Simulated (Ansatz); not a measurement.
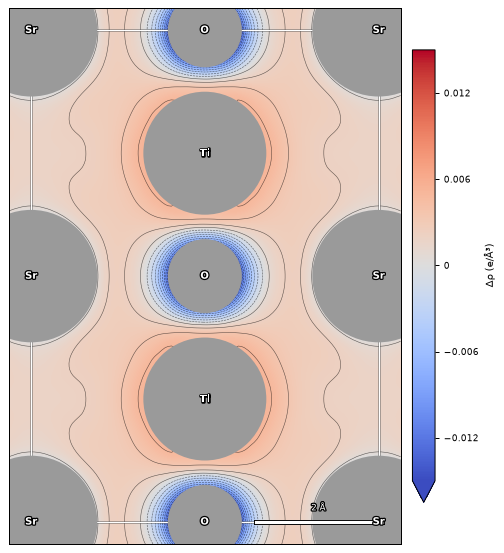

SrTiO$_{3}$: difference of two self-consistent densities at the same geometry, ρ(PBEsol+U) − ρ(PBE+U), on the (010) plane of the conventional cell. Grey discs cover the cores, where the PAW densities can't be compared. Cores are masked to 1.0 Å (Sr), 1.0 Å (Ti) and 0.6 Å (O).

Space group I4/mcm. Effective Hubbard U: 4.0 eV on Ti d.

Both runs: Ansatz, scalar-relativistic, plane waves and PAW, same cutoff, k-points and PAW files (made with PBE).

How does the change of level move the electrons?

Against PBE+U, and outside the masked cores, the largest gain lies at the edge of the masked core of Ti, and the largest loss lies at the edge of the masked core of O.
- Bader charges are Sr +1.58, Ti +2.37 and O −1.32 e with PBE+U and Sr +1.57, Ti +2.35 and O −1.31 e with PBEsol+U.
- At this volume the pressure is 7 GPa with PBE+U and 1 GPa with PBEsol+U.
- The gap on the mesh is 2.39 eV with PBE+U and 2.33 eV with PBEsol+U.

Run times: 74 s (PBEsol+U) and 76 s (base cell), on 2 threads of Intel(R) Xeon(R) Platinum 8259CL CPU @ 2.50GHz (Skylake/Cascade Lake), with other jobs on the host.
